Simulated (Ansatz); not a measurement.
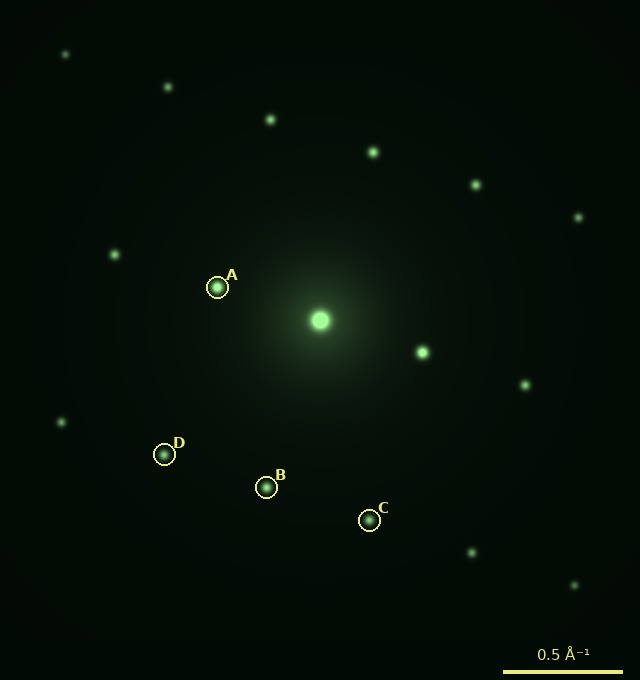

The pattern is a kinematic simulation for 200 kV electrons (no multiple scattering; isotropic B = 0.3 Å²). The zone axis points towards the electron source and the pattern is seen from the source side.

Ru, space group Fm-3m (No. 225), a = 3.81 Å. Structure: the end point of a relaxation with DFT, PBE, plane waves (420 eV) with PAW, scalar-relativistic (Ansatz 0.2.0); the starting structure was generated, so it need not be a known form of this composition.

```tsv
atom	site	symmetry	x	y	z
Ru	4a	m-3m	0.0000	0.0000	0.0000
```

Spot A is indexed -1 1 1 and spot B 0 -2 2.

**Give hkl for C, D.**

C = −A + B = 1 -3 1 (d = 1.149 Å). D = A + B = -1 -1 3 (d = 1.149 Å).

**Find the zone axis.**

The cross product of A and B is parallel to [211]; every spot obeys hu + kv + lw = 0.
